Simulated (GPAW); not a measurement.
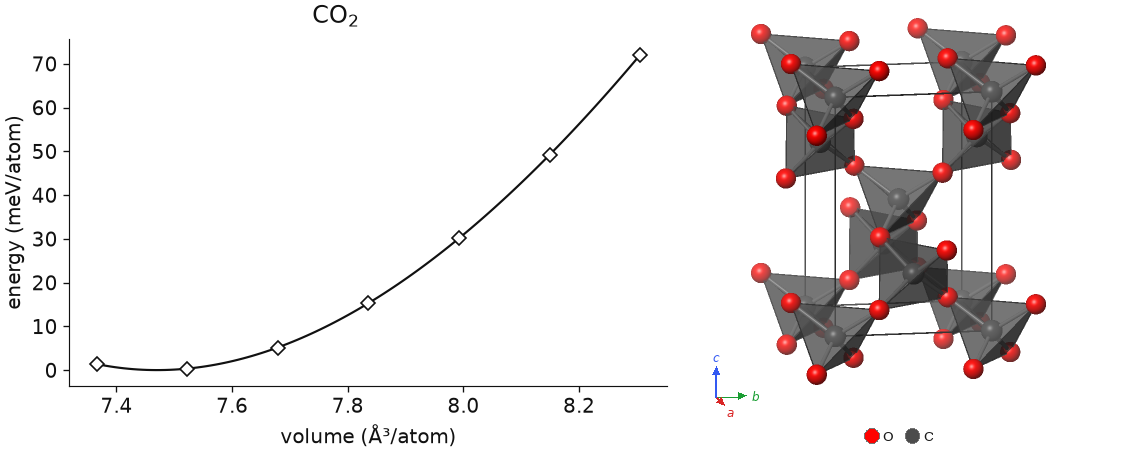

Plotted: energy against volume for CO₂, space group I-42d (No. 122). The conventional cell is drawn beside the plot.

Cell as given: a = 4.109 Å, b = 4.109 Å, c = 4.109 Å, α = 122.55°, β = 122.55°, γ = 85.63°; 6 atoms.

How it was computed, with GPAW 26.7.0: PAW DFT in plane waves, on a grid or in atomic orbitals, no spin polarisation; energies at scaled volumes of the given cell, shape and fractions fixed, counted from the fit's minimum, third-order Birch-Murnaghan fit. Level: LDA.

```csv
setting,value
k mesh,6×6×6
occupations,Fermi–Dirac
smearing width,0.05 eV
potentials,GPAW PAW data sets (gpaw data 1.2.1)
wave cutoff,800 eV
program settings,basis pw
```

> What equilibrium volume and bulk modulus follow from the curve?

A third-order Birch–Murnaghan fit gives V0 = 7.47 Å³/atom, B0 = 298 GPa and B′ = 4.3.

Note: shape and atomic fractions are frozen while scaling, which makes layered, chain and framework solids too stiff.
